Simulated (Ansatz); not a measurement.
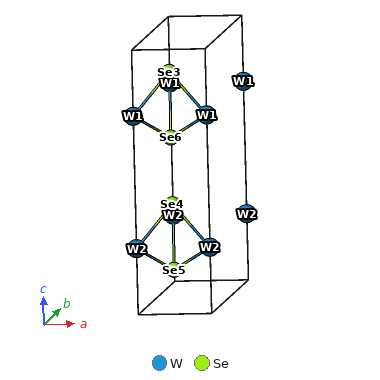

The system is WSe2 (P-6m2, No. 187; 6 atoms in the cell); the picture shows the reference structure. Gamma surface: rigid slide across a plane, one fault a cell; the plane is (0 0 1) of the conventional cell, and the faces at the cut hold Se and Se. Places are given modulo a cell vector. The map is drawn in real space over the plane of the slide. Nothing is relaxed (rigid halves, spacing across the cut fixed). The grid has 12 × 12 points; 19 points were computed and 125 follow by symmetry. Energies: mJ/m², counted from the lowest grid point. Level of theory: DFT LDA+D3(BJ), scalar-relativistic, plane waves, PAW (Ansatz 0.2.0). Settings: cutoff 420 eV, k-mesh 10×10×2 in the order of the run's cell vectors, gaussian smearing 0.05 eV, no spin polarisation.

Its coordinates:

```
CELL_PARAMETERS angstrom
-3.20704 0.00000 0.00000
-1.60352 -2.77738 0.00000
0.00000 0.00000 13.49285
ATOMIC_POSITIONS crystal
W 0.00000 0.00000 0.75000
W 0.00000 0.00000 0.25000
Se 0.33333 0.33333 0.87401
Se 0.33333 0.33333 0.37401
Se 0.33333 0.33333 0.12599
Se 0.33333 0.33333 0.62599
```

The input of one point:

```yaml
crystal:
  lattice:
    - [-3.2070427331, 0.0, 0.0]
    - [-1.6035213665, -2.7773804779, 0.0]
    - [-1.6035213665, -0.9257934926, 13.4928484138]
  atoms:
    - { symbol: W, position: [-0.25, -0.25, 0.75] }
    - { symbol: W, position: [-0.0833333333, -0.0833333333, 0.25] }
    - { symbol: Se, position: [0.0419968803, 0.0419968803, 0.8740093592] }
    - { symbol: Se, position: [0.2086635469, 0.2086635469, 0.3740093592] }
    - { symbol: Se, position: [0.2913364531, 0.2913364531, 0.1259906408] }
    - { symbol: Se, position: [0.1246697864, 0.1246697864, 0.6259906408] }
basis:
  ecutwfc: 420
kpoints:
  mp_grid: { grid: [10, 10, 2] }
hamiltonian:
  xc: lda
  pseudopotentials: { kind: paw, azcp: { folder: soft_1 } }
  dispersion: d3bj
scf:
  occupations: { method: gaussian, width: 0.05 }
output:
  forces: true
  stress: true
  eigenvalues: true
```

Range: slide along a1 from 0.000 to 0.917; slide along a2 from 0.000 to 0.917.

What will the energy surface look like?

Answer. The lowest grid point is at (4/12, 4/12) of the cell vectors; the map holds 2 wells of about this depth. The reference structure, at (0/12, 0/12) of the cell vectors, is a maximum of this map. The highest grid point, (0/12, 0/12) of the cell vectors, lies 160 mJ/m² above the lowest. On the interpolated surface the easiest way out of the lowest well to a well of about the same depth near (8/12, 8/12) of the cell vectors passes a barrier of about 16 mJ/m². The gap on the k-mesh is 1.2 eV at the lowest point and runs from 1.1 to 1.2 eV over the map.

```tsv
slide along a2 ↓, slide along a1 →	0/12	1/12	2/12	3/12	4/12	5/12	6/12	7/12	8/12	9/12	10/12	11/12
11/12	150	150	131	99	63	33	16	16	33	63	99	131
10/12	122	131	122	99	68	38	16	9	16	38	68	99
9/12	86	99	99	86	63	38	16	4	4	16	38	63
8/12	50	63	68	63	50	33	16	4	0	4	16	33
7/12	25	33	38	38	33	25	16	9	4	4	9	16
6/12	16	16	16	16	16	16	16	16	16	16	16	16
5/12	25	16	9	4	4	9	16	25	33	38	38	33
4/12	50	33	16	4	0	4	16	33	50	63	68	63
3/12	86	63	38	16	4	4	16	38	63	86	99	99
2/12	122	99	68	38	16	9	16	38	68	99	122	131
1/12	150	131	99	63	33	16	16	33	63	99	131	150
0/12	160	150	122	86	50	25	16	25	50	86	122	150
```

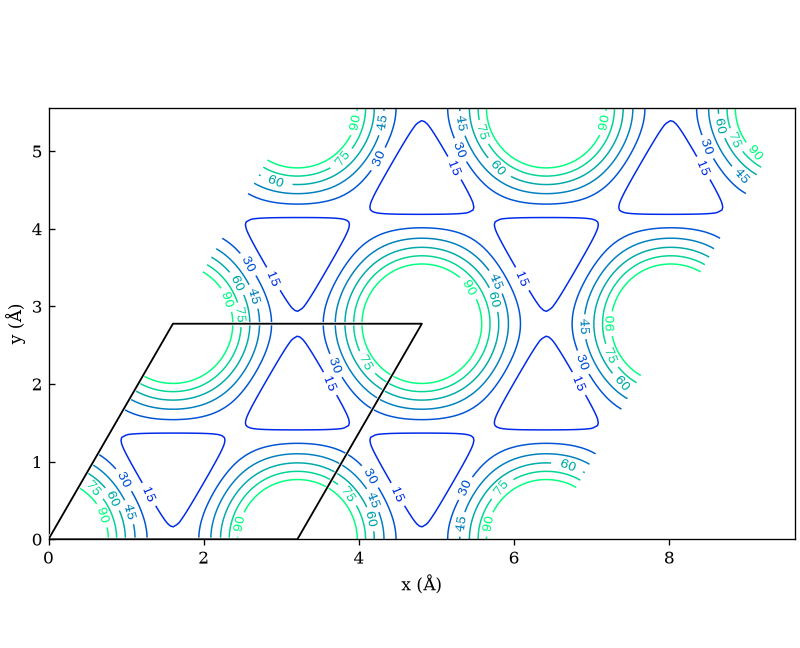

In the figure: contour lines labelled in mJ/m² (none above 90), the outline of one cell of the 2 × 2 shown. Between grid points the surface is interpolated.

Time for the 19 points that were run: 15 min on 2 threads of Arm Neoverse N1, on a shared host.
